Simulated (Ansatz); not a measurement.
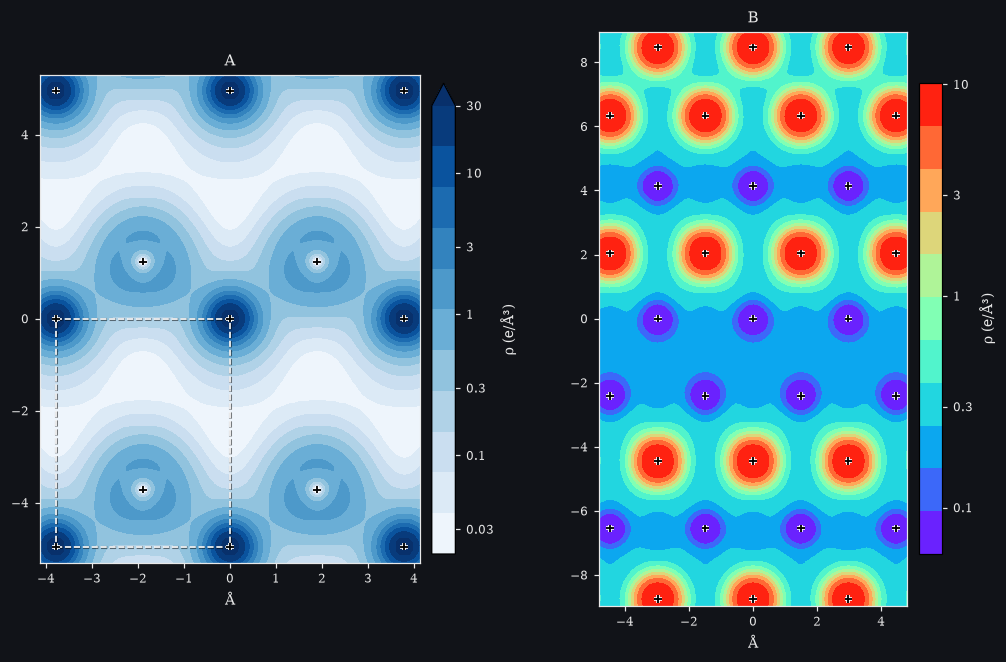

The valence electron density of 2 systems, each on a plane through atoms (crosses mark nuclei in the plane).

Level of theory: DFT PBEsol, scalar-relativistic, plane waves, PAW in Ansatz 0.2.0.

System 1: AlRu (interface cell), the (010) plane of the calculation cell. Computed pressure about −2 GPa in this cell; computed without spin polarisation.

```xyz
16
Lattice="2.9764 0.0000 0.0000 0.0000 4.2093 0.0000 0.0000 0.0000 17.2207" Properties=species:S:1:pos:R:3 pbc="T T T"
Al    0.0000    0.0000    0.1336
Al    0.0000    2.1046    2.1937
Ru    1.4882    2.1046    4.2907
Ru    1.4882    0.0000    2.1670
Al    0.0000    0.0000    4.2640
Al    0.0000    2.1046    6.3241
Al    1.4882    2.1046    8.7440
Ru    1.4882    0.0000    6.4695
Ru    0.0000    0.0000    8.5986
Ru    0.0000    2.1046   10.7774
Al    1.4882    2.1046   12.8743
Al    1.4882    0.0000   10.8041
Ru    0.0000    0.0000   12.9010
Ru    0.0000    2.1046   15.0798
Ru    1.4882    2.1046   17.2090
Al    1.4882    0.0000   14.9345
```

System 2: ZnS, the (010) plane of the conventional cell. Space group I-4m2; changed on purpose from its base cell (strain -0.0750 x Voigt [0, 0, 1, 0, 0, 0], atoms carried along); computed pressure about 7 GPa in this cell.

```yaml
crystal:
  lattice:
    - [2.67826, -2.67826, 0.00000]
    - [2.67826, 2.67826, 0.00000]
    - [0.00000, 0.00000, 4.95478]
  atoms:
    - { symbol: Zn, position: [0.00000, 0.00000, 0.00000] }
    - { symbol: Zn, position: [0.50000, 0.50000, 0.50000] }
    - { symbol: S, position: [0.50000, 0.00000, 0.25000] }
    - { symbol: S, position: [0.00000, 0.50000, 0.75000] }
```

Q: Which map belongs to which system?

A: Panel A is system 2, ZnS: the plane holds Zn and S. Zn–S (2.26 Å): ρ at the midpoint is about 0.58 e/Å³. Panel B is system 1, AlRu: the plane holds Al and Ru. Al–Ru (2.52 Å): the density is about 0.41 e/Å³ at the midpoint.
